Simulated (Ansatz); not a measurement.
**Geometry relaxation of C$_{11}$H$_{2}$ (part 1 of 3)**

C$_{11}$H$_{2}$ (slab, 26 atoms in the cell), computed with DFT PBE+D3(BJ), scalar-relativistic, plane waves, PAW, no spin polarisation (Ansatz 0.2.0).

The structure derives from an entry of the Crystallography Open Database. The input holds or restrains some coordinates.

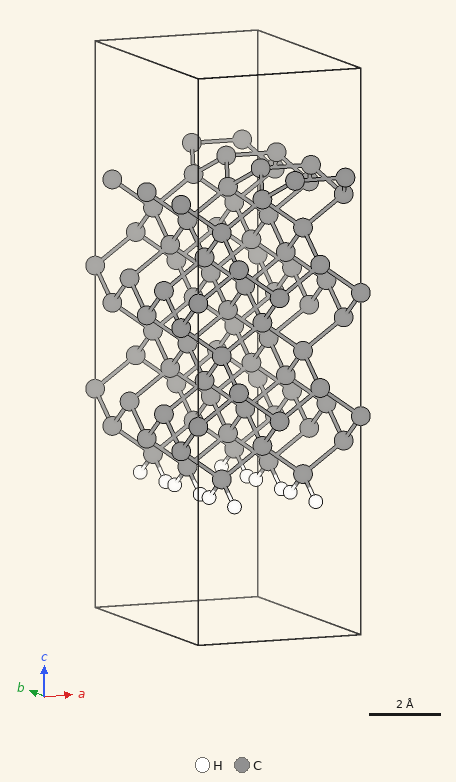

Fig. 1: The starting structure (ball-and-stick view of the 1 × 3 repeat of the cell, with the vacuum cut short, seen slightly off an axis).

Summary:

- outcome: converged under the restraints of the input
- electrons treated: 92
- free energy: −5573.8367 eV
- work function, top face: 4.67 eV
- work function, bottom face: 1.67 eV
- Fermi energy: 3.676 eV
- gap on the k-point mesh: 0.62 eV
- final volume: 333.37 Å³
- work function (upper face): 4.67 eV
- largest force (length of the vector) at the end, held atoms and coordinates included: 13.056 eV/Å
- hardware: 2 threads of Arm Neoverse V1, 24 GiB of memory available, shared host
- wall time: 3.8 min (CPU time 7.6 min)
- peak memory: 0.78 GiB

The program warns: the exchange-correlation potential is rough where the density is thin.

Input:
```yaml
crystal:
  lattice:
    - [5.0301999768, 0.0, 0.0]
    - [0.0, 2.5150999884, 0.0]
    - [0.0, 0.0, 26.3504572858]
  atoms:
    - { symbol: H, position: [0.25, 0.1299113338, 0.3225750471] }
    - { symbol: H, position: [0.25, 0.8700886662, 0.3225750471] }
    - { symbol: H, position: [0.75, 0.8700886662, 0.3225750471] }
    - { symbol: H, position: [0.75, 0.1299113338, 0.3225750471] }
    - { symbol: C, position: [0.25, 0.5, 0.3475551069] }
    - { symbol: C, position: [0.75, 0.5, 0.3475551069] }
    - { symbol: C, position: [0.5, 0.5, 0.3813010917] }
    - { symbol: C, position: [0.0, 0.5, 0.3813010917] }
    - { symbol: C, position: [0.5, 0.0, 0.4150470764] }
    - { symbol: C, position: [0.0, 0.0, 0.4150470764] }
    - { symbol: C, position: [0.75, 0.0, 0.4487930611] }
    - { symbol: C, position: [0.25, 0.0, 0.4487930611] }
    - { symbol: C, position: [0.75, 0.5, 0.4825390458] }
    - { symbol: C, position: [0.25, 0.5, 0.4825390458] }
    - { symbol: C, position: [0.0, 0.5, 0.5162850305] }
    - { symbol: C, position: [0.5, 0.5, 0.5162850305] }
    - { symbol: C, position: [0.0, 0.0, 0.5500310152] }
    - { symbol: C, position: [0.5, 0.0, 0.5500310152] }
    - { symbol: C, position: [0.25, 0.0, 0.5837769999] }
    - { symbol: C, position: [0.75, 0.0, 0.5837769999] }
    - { symbol: C, position: [0.25, 0.5, 0.6175229846] }
    - { symbol: C, position: [0.75, 0.5, 0.6175229846] }
    - { symbol: C, position: [0.5, 0.5, 0.6512689693] }
    - { symbol: C, position: [0.0, 0.5, 0.6512689693] }
    - { symbol: C, position: [0.595, 0.0, 0.6774249529] }
    - { symbol: C, position: [0.905, 0.0, 0.6774249529] }
basis:
  ecutwfc: 420
kpoints:
  mp_grid: { grid: [5, 10, 1] }
hamiltonian:
  xc: pbe
  dispersion: d3bj
scf:
  occupations: { method: gaussian, width: 0.05 }
output:
  forces: true
  eigenvalues: true
  write_density: true
  write_potential: true
  elf: true
  volumetric_format: npy
relax:
  adjacent_minimum: "off"
  f_tol: 0.03
  max_steps: 70
  constraints: [{ sites: [0, 1, 2, 3, 4, 5, 6, 7, 8, 9, 10, 11, 12, 13] }]
efield:
  axis: 3
  dipole_correction: true
```

Launched with:
```bash
ansatz run input.yaml --threads 2 --pin off --max-ram 5120MiB --backend cpu --events-out ev --progress --plain --runs-dir out
```

The program's output:
```
Engine: ansatz 0.2.0, aarch64-unknown-linux-gnu
Pseudopotentials: kind: paw
Pseudopotential: H, paw, valence charge 1, recommended cutoff 420 eV (normal), H.paw.azcp
Pseudopotential: C, paw, valence charge 4, recommended cutoff 420 eV (normal), C.paw.azcp
Functional definition: PBE
  parameter kappa = 0.804
  parameter beta = 0.06672455060314922
  exchange = pbe_x(kappa = kappa, mu = beta*pi^2/3)
  correlation = pbe_c(beta = beta)
Crystal: 26 atoms, lattice volume = 333.372 Å³
Basis set: ecut = 420 eV, 6541 PW (Γ), exchange–correlation on 72×36×360 points (8 copies of the dense FFT grid, shifted against one another)
Bands: 72, of which v1, the nominal top of the filled ones, is band 46 counted from 1 (45 counted from 0)
Symmetry: 4 space group operations
Space group: Pmm2 (ITA 25), of the structure as read, at distance tolerance 6.9e-5 Å
k-points: 18 of 50
Non-local potential: H, projectors of the file, l = 0: 2, l = 1: 1
Non-local potential: C, projectors of the file, l = 0: 2, l = 1: 2, l = 2: 1
PAW form: soft (Blöchl's): semilocal exchange-correlation on the pseudo side does not see the compensation charge
PAW one-centre angular grid: H, 110 points (default); XC on 64 Gauss nodes
PAW one-centre angular grid: C, 110 points (default); XC on 64 Gauss nodes
Initial density: superposition of atomic densities (neutral atoms: chi_scale 0, normalization atom), corrected by the library's trained network
Initial wavefunctions: pseudopotential atomic-orbital guess
Functional: x = pbe(κ = 0.804, μ = 0.2195149727645171), c = pbe(β = 0.06672455060314922)
SCF iter   1: F=—  HF=-5573.047271 eV  |F-HF|=—  |Δ(HF+E_count)|=         —  Δρ=1.62e-2  dr2=8.62e0  ethr=1.77e-3  p=-0.170 e·Å  D=-9.25e-2 V/Å  ΔV_dip=2.44 eV  dr2_dipole=3.61e0  V_vac-E_F(+/−)=4.46/2.02 eV  ⟨swp⟩=11.3  Hψ=8853  notcnv=0  defer=257
efield: sawtooth ramp at fractional position 0.9500 (placed from the atoms, in the widest stretch of the axis that holds none; the zero of the levels goes with the place), width 0.1000; the density the first Hamiltonian is built on has a dipole p = -0.170 e·Å; the dipole correction subtracts the counter field D = -9.25e-2 V/Å, which shifts the + side's vacuum level by +2.44 eV against the − side's; the planar-averaged density in the ramp window peaks in size at 3.2e-5 e/Å³
preconditioner: auto → LDOS  [metal: Δε(μ)=0.029 eV  Ē_g=15.738 eV  σ=0.050 eV  W_gap=0.32  n_scr=48 (ndim 8)  ℏωp=19.5 eV  f_vac=0.545  D(μ)=5.41/eV (n_scr^D=32)  β→1.0]
SCF iter   2: F=—  HF=-5572.804273 eV  |F-HF|=—  |Δ(HF+E_count)|=   2.43e-1  Δρ=1.18e-2  dr2=1.69e0  ethr=1.77e-3  p=-0.161 e·Å  D=-8.72e-2 V/Å  ΔV_dip=2.30 eV  dr2_dipole=6.72e-1  V_vac-E_F(+/−)=4.54/2.24 eV  ⟨swp⟩=3.3  Hψ=2117  notcnv=0  defer=363
SCF iter   3: F=—  HF=-5572.653414 eV  |F-HF|=—  |Δ(HF+E_count)|=   1.51e-1  Δρ=4.61e-3  dr2=1.12e-1  ethr=1.77e-3  p=-0.213 e·Å  D=-1.16e-1 V/Å  ΔV_dip=3.05 eV  dr2_dipole=3.52e-5  V_vac-E_F(+/−)=4.76/1.71 eV  ⟨swp⟩=2.2  Hψ=1712  notcnv=0  defer=364
SCF iter   4: F=—  HF=-5572.642216 eV  |F-HF|=—  |Δ(HF+E_count)|=   1.12e-2  Δρ=2.32e-3  dr2=4.44e-2  ethr=1.22e-4  p=-0.210 e·Å  D=-1.14e-1 V/Å  ΔV_dip=3.00 eV  dr2_dipole=5.92e-4  V_vac-E_F(+/−)=4.94/1.95 eV  ⟨swp⟩=3.5  Hψ=2136  notcnv=0  defer=356
SCF iter   5: F=—  HF=-5572.639272 eV  |F-HF|=—  |Δ(HF+E_count)|=   2.94e-3  Δρ=1.36e-3  dr2=2.81e-2  ethr=4.82e-5  p=-0.231 e·Å  D=-1.25e-1 V/Å  ΔV_dip=3.30 eV  dr2_dipole=1.18e-4  V_vac-E_F(+/−)=5.07/1.76 eV  ⟨swp⟩=3.3  Hψ=2098  notcnv=0  defer=355
SCF iter   6: F=—  HF=-5572.634957 eV  |F-HF|=—  |Δ(HF+E_count)|=   4.32e-3  Δρ=7.38e-4  dr2=1.21e-2  ethr=3.06e-5  p=-0.222 e·Å  D=-1.21e-1 V/Å  ΔV_dip=3.18 eV  dr2_dipole=4.94e-3  V_vac-E_F(+/−)=5.12/1.94 eV  ⟨swp⟩=2.2  Hψ=1572  notcnv=0  defer=353
SCF iter   7: F=—  HF=-5572.634138 eV  |F-HF|=—  |Δ(HF+E_count)|=   8.19e-4  Δρ=2.95e-4  dr2=2.66e-3  ethr=1.31e-5  p=-0.227 e·Å  D=-1.23e-1 V/Å  ΔV_dip=3.24 eV  dr2_dipole=1.60e-3  V_vac-E_F(+/−)=5.18/1.94 eV  ⟨swp⟩=2.2  Hψ=1518  notcnv=0  defer=356
SCF iter   8: F=—  HF=-5572.633985 eV  |F-HF|=—  |Δ(HF+E_count)|=   1.53e-4  Δρ=1.45e-4  dr2=4.32e-4  ethr=2.89e-6  p=-0.231 e·Å  D=-1.25e-1 V/Å  ΔV_dip=3.30 eV  dr2_dipole=2.68e-4  V_vac-E_F(+/−)=5.23/1.93 eV  ⟨swp⟩=2.3  Hψ=1581  notcnv=0  defer=356
SCF iter   9: F=—  HF=-5572.633963 eV  |F-HF|=—  |Δ(HF+E_count)|=   2.17e-5  Δρ=5.59e-5  dr2=3.92e-5  ethr=4.69e-7  p=-0.233 e·Å  D=-1.27e-1 V/Å  ΔV_dip=3.33 eV  dr2_dipole=2.13e-5  V_vac-E_F(+/−)=5.25/1.91 eV  ⟨swp⟩=2.2  Hψ=1619  notcnv=0  defer=356
SCF iter  10: F=-5572.633961 eV  HF=-5572.633962 eV  |F-HF|=1.72e-6  |Δ(HF+E_count)|=   7.30e-7  Δρ=3.30e-5  dr2=4.79e-6  ethr=2.45e-8  p=-0.234 e·Å  D=-1.27e-1 V/Å  ΔV_dip=3.35 eV  dr2_dipole=7.72e-7  V_vac-E_F(+/−)=5.25/1.91 eV  ⟨swp⟩=34.0  Hψ=17891  notcnv=0
SCF 1 converged in 10 iterations: F = -5572.633961 eV  dr2 = 4.79e-6
  Residual-converged pass: ⟨swp⟩=1.0  Hψ=1368  notcnv=0  max |occ|·‖R‖ = 6.9e-9 eV (tolerance 1.0e-8 eV)  dr2=4.79e-6  dr2_onsite=4.45e-8  max |Δocc| = 2.4e-10
  greatest PAW one-centre occupation: 0.667 electrons in one spin orbital (limit 2), on the C atom at site 21 (counted from 0), in its partial waves of l = 0
relax step   1: F+E_penalty+E_count = -5572.63396078 eV  Δ(F+E_penalty+E_count) = +0.000e0 eV  max|allowed force component| = 4.818e0 eV/Å  Δτ_max = 0.0000 Å  (10 SCF iters, dr2 threshold 2.25e-5 eV, accepted)
Initial density: handed on by an earlier stage of this run
Initial wavefunctions: those handed on with the density
iter 1 solved again at ethr=3.37e-4 eV; its pass at ethr=3.10e-3 eV (dr2=3.10e-1 eV) is discarded
SCF iter   1: F=—  HF=-5573.753379 eV  |F-HF|=—  |Δ(HF+E_count)|=         —  Δρ=1.17e-2  dr2=3.02e-1  ethr=3.37e-4  p=-0.234 e·Å  D=-1.27e-1 V/Å  ΔV_dip=3.35 eV  dr2_dipole=1.91e-4  V_vac-E_F(+/−)=5.26/1.91 eV  ⟨swp⟩=2.1  Hψ=5116  notcnv=0  defer=354
efield: sawtooth ramp at fractional position 0.9500 (handed on by an earlier solve), width 0.1000; the density the first Hamiltonian is built on has a dipole p = -0.234 e·Å; the dipole correction subtracts the counter field D = -1.27e-1 V/Å, which shifts the + side's vacuum level by +3.35 eV against the − side's; the planar-averaged density in the ramp window peaks in size at 6.1e-6 e/Å³
preconditioner: auto → LDOS  [insulator: Δε(μ)=0.150 eV  Ē_g=15.985 eV  σ=0.050 eV  W_gap=0.96  n_scr=48 (ndim 8)  ℏωp=19.5 eV  f_vac=0.548  D(μ)=0.16/eV (n_scr^D=2)  ε∞_Penn≈2.5  β→1.0]
SCF iter   2: F=—  HF=-5573.750005 eV  |F-HF|=—  |Δ(HF+E_count)|=   3.37e-3  Δρ=6.92e-3  dr2=2.59e-1  ethr=3.28e-4  p=-0.208 e·Å  D=-1.13e-1 V/Å  ΔV_dip=2.98 eV  dr2_dipole=5.91e-5  V_vac-E_F(+/−)=4.86/1.88 eV  ⟨swp⟩=3.3  Hψ=2242  notcnv=0  defer=354
preconditioner: auto → Resta (q_TF=auto, 2.201 Å⁻¹)  ε∞=2.5  [insulator: Δε(μ)=0.255 eV  Ē_g=15.989 eV  σ=0.050 eV  W_gap=1.00  n_scr=48 (ndim 8)  ℏωp=19.5 eV  f_vac=0.549  D(μ)=0.00/eV (n_scr^D=0)  ε∞_Penn≈2.5  vacuum switching on, ρ_ref=1.9e-2 e/Å³  β→0.5]
SCF iter   3: F=—  HF=-5573.668850 eV  |F-HF|=—  |Δ(HF+E_count)|=   8.12e-2  Δρ=1.83e-3  dr2=3.98e-3  ethr=2.81e-4  p=-0.224 e·Å  D=-1.21e-1 V/Å  ΔV_dip=3.20 eV  dr2_dipole=1.20e-4  V_vac-E_F(+/−)=5.05/1.85 eV  ⟨swp⟩=3.1  Hψ=2353  notcnv=0  defer=371
SCF iter   4: F=—  HF=-5573.669477 eV  |F-HF|=—  |Δ(HF+E_count)|=   6.26e-4  Δρ=4.29e-4  dr2=6.26e-4  ethr=4.32e-6  p=-0.215 e·Å  D=-1.17e-1 V/Å  ΔV_dip=3.08 eV  dr2_dipole=1.59e-4  V_vac-E_F(+/−)=4.99/1.91 eV  ⟨swp⟩=2.8  Hψ=1973  notcnv=0  defer=371
SCF iter   5: F=—  HF=-5573.669487 eV  |F-HF|=—  |Δ(HF+E_count)|=   1.01e-5  Δρ=1.23e-4  dr2=7.91e-5  ethr=1.09e-7  p=-0.220 e·Å  D=-1.19e-1 V/Å  ΔV_dip=3.14 eV  dr2_dipole=2.92e-5  V_vac-E_F(+/−)=5.01/1.87 eV  ⟨swp⟩=27.1  Hψ=17557  notcnv=0
SCF iter   6: F=-5573.669484 eV  HF=-5573.669487 eV  |F-HF|=2.61e-6  |Δ(HF+E_count)|=   7.53e-8  Δρ=4.18e-5  dr2=7.54e-6  ethr=8.59e-8  p=-0.218 e·Å  D=-1.18e-1 V/Å  ΔV_dip=3.12 eV  dr2_dipole=2.65e-7  V_vac-E_F(+/−)=5.00/1.88 eV  ⟨swp⟩=22.2  Hψ=15162  notcnv=0
SCF 2 converged in 6 iterations: F = -5573.669484 eV  dr2 = 7.54e-6
  greatest PAW one-centre occupation: 0.667 electrons in one spin orbital (limit 2), on the C atom at site 4 (counted from 0), in its partial waves of l = 0
relax step   2: F+E_penalty+E_count = -5573.66948415 eV  Δ(F+E_penalty+E_count) = -1.036e0 eV  max|allowed force component| = 2.661e0 eV/Å  Δτ_max = 0.1136 Å  (6 SCF iters, dr2 threshold 1.00e-4 eV, accepted)
SCF iter   1: F=—  HF=-5573.669591 eV  |F-HF|=—  |Δ(HF+E_count)|=         —  Δρ=8.99e-3  dr2=2.65e-1  ethr=1.56e-3  p=-0.218 e·Å  D=-1.18e-1 V/Å  ΔV_dip=3.12 eV  dr2_dipole=1.24e-2  V_vac-E_F(+/−)=4.88/1.76 eV  ⟨swp⟩=4.1  Hψ=3024  notcnv=0  defer=331
efield: sawtooth ramp at fractional position 0.9500 (handed on by an earlier solve), width 0.1000; the density the first Hamiltonian is built on has a dipole p = -0.218 e·Å; the dipole correction subtracts the counter field D = -1.18e-1 V/Å, which shifts the + side's vacuum level by +3.12 eV against the − side's; the planar-averaged density in the ramp window peaks in size at 6.2e-6 e/Å³
preconditioner: auto → Resta (q_TF=auto, 2.201 Å⁻¹)  ε∞=2.5  [insulator: Δε(μ)=0.455 eV  Ē_g=15.875 eV  σ=0.050 eV  W_gap=1.00  n_scr=48 (ndim 8)  ℏωp=19.5 eV  f_vac=0.546  D(μ)=0.00/eV (n_scr^D=0)  ε∞_Penn≈2.5  vacuum switching on, ρ_ref=1.8e-2 e/Å³]
SCF iter   2: F=—  HF=-5573.612521 eV  |F-HF|=—  |Δ(HF+E_count)|=   5.71e-2  Δρ=3.65e-3  dr2=4.17e-2  ethr=2.88e-4  p=-0.262 e·Å  D=-1.42e-1 V/Å  ΔV_dip=3.74 eV  dr2_dipole=6.43e-3  V_vac-E_F(+/−)=5.19/1.45 eV  ⟨swp⟩=2.9  Hψ=2232  notcnv=0  defer=359
SCF iter   3: F=—  HF=-5573.605820 eV  |F-HF|=—  |Δ(HF+E_count)|=   6.70e-3  Δρ=2.00e-3  dr2=6.86e-3  ethr=4.53e-5  p=-0.231 e·Å  D=-1.26e-1 V/Å  ΔV_dip=3.31 eV  dr2_dipole=1.31e-4  V_vac-E_F(+/−)=4.94/1.64 eV  ⟨swp⟩=2.7  Hψ=1791  notcnv=0  defer=359
SCF iter   4: F=—  HF=-5573.605344 eV  |F-HF|=—  |Δ(HF+E_count)|=   4.76e-4  Δρ=9.15e-4  dr2=1.65e-3  ethr=7.45e-6  p=-0.233 e·Å  D=-1.26e-1 V/Å  ΔV_dip=3.33 eV  dr2_dipole=3.45e-5  V_vac-E_F(+/−)=4.93/1.60 eV  ⟨swp⟩=2.3  Hψ=2048  notcnv=0  defer=353
SCF iter   5: F=—  HF=-5573.605142 eV  |F-HF|=—  |Δ(HF+E_count)|=   2.02e-4  Δρ=2.34e-4  dr2=8.65e-5  ethr=1.79e-6  p=-0.229 e·Å  D=-1.24e-1 V/Å  ΔV_dip=3.28 eV  dr2_dipole=7.47e-7  V_vac-E_F(+/−)=4.90/1.61 eV  ⟨swp⟩=2.0  Hψ=1645  notcnv=0  defer=353
SCF iter   6: F=-5573.605152 eV  HF=-5573.605154 eV  |F-HF|=1.42e-6  |Δ(HF+E_count)|=   1.15e-5  Δρ=4.73e-5  dr2=6.56e-6  ethr=9.40e-8  p=-0.229 e·Å  D=-1.25e-1 V/Å  ΔV_dip=3.28 eV  dr2_dipole=3.71e-7  V_vac-E_F(+/−)=4.89/1.61 eV  ⟨swp⟩=28.1  Hψ=17505  notcnv=0
SCF 3 converged in 6 iterations: F = -5573.605152 eV  dr2 = 6.56e-6
  Residual-converged pass: ⟨swp⟩=1.0  Hψ=1368  notcnv=0  max |occ|·‖R‖ = 7.0e-9 eV (tolerance 1.0e-8 eV)  dr2=6.56e-6  dr2_onsite=4.06e-8  max |Δocc| = 1.0e-31
relax step   3: F+E_penalty+E_count = -5573.60515209 eV  Δ(F+E_penalty+E_count) = +6.433e-2 eV  max|allowed force component| = 1.813e0 eV/Å  Δτ_max = 0.0879 Å  (6 SCF iters, dr2 threshold 1.00e-4 eV, rejected (line search))
SCF iter   1: F=—  HF=-5573.893258 eV  |F-HF|=—  |Δ(HF+E_count)|=         —  Δρ=8.47e-3  dr2=2.23e-1  ethr=2.46e-3  p=-0.229 e·Å  D=-1.25e-1 V/Å  ΔV_dip=3.28 eV  dr2_dipole=5.41e-3  V_vac-E_F(+/−)=4.86/1.58 eV  ⟨swp⟩=4.1  Hψ=2783  notcnv=0  defer=326
efield: sawtooth ramp at fractional position 0.9500 (handed on by an earlier solve), width 0.1000; the density the first Hamiltonian is built on has a dipole p = -0.229 e·Å; the dipole correction subtracts the counter field D = -1.25e-1 V/Å, which shifts the + side's vacuum level by +3.28 eV against the − side's; the planar-averaged density in the ramp window peaks in size at 6.2e-6 e/Å³
preconditioner: auto → Resta (q_TF=auto, 2.201 Å⁻¹)  ε∞=2.5  [insulator: Δε(μ)=0.807 eV  Ē_g=15.999 eV  σ=0.050 eV  W_gap=1.00  n_scr=48 (ndim 8)  ℏωp=19.5 eV  f_vac=0.550  D(μ)=0.00/eV (n_scr^D=0)  ε∞_Penn≈2.5  vacuum switching on, ρ_ref=1.9e-2 e/Å³]
SCF iter   2: F=—  HF=-5573.835827 eV  |F-HF|=—  |Δ(HF+E_count)|=   5.74e-2  Δρ=3.28e-3  dr2=1.84e-2  ethr=2.42e-4  p=-0.199 e·Å  D=-1.08e-1 V/Å  ΔV_dip=2.85 eV  dr2_dipole=3.39e-4  V_vac-E_F(+/−)=4.57/1.73 eV  ⟨swp⟩=3.0  Hψ=2277  notcnv=0  defer=373
SCF iter   3: F=—  HF=-5573.833211 eV  |F-HF|=—  |Δ(HF+E_count)|=   2.62e-3  Δρ=1.48e-3  dr2=3.18e-3  ethr=2.00e-5  p=-0.208 e·Å  D=-1.13e-1 V/Å  ΔV_dip=2.97 eV  dr2_dipole=2.93e-5  V_vac-E_F(+/−)=4.65/1.68 eV  ⟨swp⟩=2.1  Hψ=1743  notcnv=0  defer=373
SCF iter   4: F=—  HF=-5573.833162 eV  |F-HF|=—  |Δ(HF+E_count)|=   4.87e-5  Δρ=3.04e-4  dr2=4.31e-4  ethr=3.45e-6  p=-0.206 e·Å  D=-1.12e-1 V/Å  ΔV_dip=2.94 eV  dr2_dipole=6.68e-5  V_vac-E_F(+/−)=4.65/1.71 eV  ⟨swp⟩=2.3  Hψ=1712  notcnv=0  defer=373
SCF iter   5: F=—  HF=-5573.833138 eV  |F-HF|=—  |Δ(HF+E_count)|=   2.36e-5  Δρ=8.16e-5  dr2=3.38e-5  ethr=4.68e-7  p=-0.209 e·Å  D=-1.14e-1 V/Å  ΔV_dip=2.99 eV  dr2_dipole=5.25e-6  V_vac-E_F(+/−)=4.68/1.69 eV  ⟨swp⟩=2.9  Hψ=1627  notcnv=0  defer=373
SCF iter   6: F=—  HF=-5573.833316 eV  |F-HF|=—  |Δ(HF+E_count)|=   1.78e-4  Δρ=2.67e-5  dr2=1.83e-6  ethr=3.67e-8  p=-0.208 e·Å  D=-1.13e-1 V/Å  ΔV_dip=2.98 eV  dr2_dipole=4.94e-8  V_vac-E_F(+/−)=4.67/1.69 eV  ⟨swp⟩=2.1  Hψ=2061  notcnv=0  defer=373
SCF iter   7: F=—  HF=-5573.833317 eV  |F-HF|=—  |Δ(HF+E_count)|=   1.20e-6  Δρ=8.34e-6  dr2=3.54e-7  ethr=1.99e-9  p=-0.209 e·Å  D=-1.13e-1 V/Å  ΔV_dip=2.98 eV  dr2_dipole=4.98e-8  V_vac-E_F(+/−)=4.67/1.69 eV  ⟨swp⟩=2.4  Hψ=1870  notcnv=0  defer=373
SCF iter   8: F=-5573.833317 eV  HF=-5573.833317 eV  |F-HF|=7.50e-9  |Δ(HF+E_count)|=   6.30e-8  Δρ=2.08e-6  dr2=1.89e-8  ethr=1.09e-10  p=-0.208 e·Å  D=-1.13e-1 V/Å  ΔV_dip=2.98 eV  dr2_dipole=4.77e-9  V_vac-E_F(+/−)=4.67/1.69 eV  ⟨swp⟩=24.9  Hψ=13794  notcnv=0
SCF 4 converged in 8 iterations: F = -5573.833317 eV  dr2 = 1.89e-8
relax step   4: F+E_penalty+E_count = -5573.83331748 eV  Δ(F+E_penalty+E_count) = -1.638e-1 eV  max|allowed force component| = 2.455e-1 eV/Å  Δτ_max = 0.0429 Å  (8 SCF iters, accepted)
```
